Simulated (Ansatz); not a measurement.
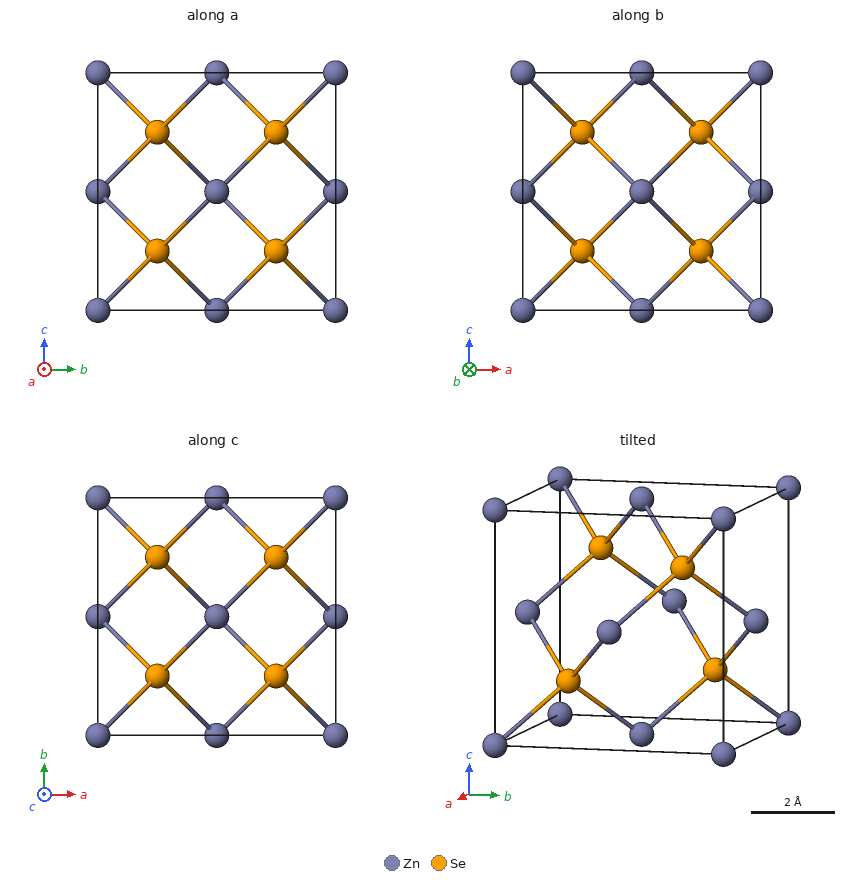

Shown here is a ball-and-stick view of the crystal, taken along the a axis, along the b axis, along the c axis and slightly off an axis. The wireframe shows the conventional unit cell.

Lattice parameters: a = 5.732 Å, b = 5.732 Å, c = 5.732 Å, α = 90.00°, β = 90.00°, γ = 90.00°.

Write the structure as a table of Wyckoff sites.

Answer. Space group F-43m (No. 216).
```
atom  site       x       y       z
  Zn    4a  0.0000  0.0000  0.0000
  Se    4d  0.2500  0.2500  0.7500
```

Its origin is a structure type filled with these elements by a generator (whether the compound takes this form wasn't checked). What is shown is the relaxed result from DFT, PBE, plane waves, PAW in Ansatz 0.2.0.
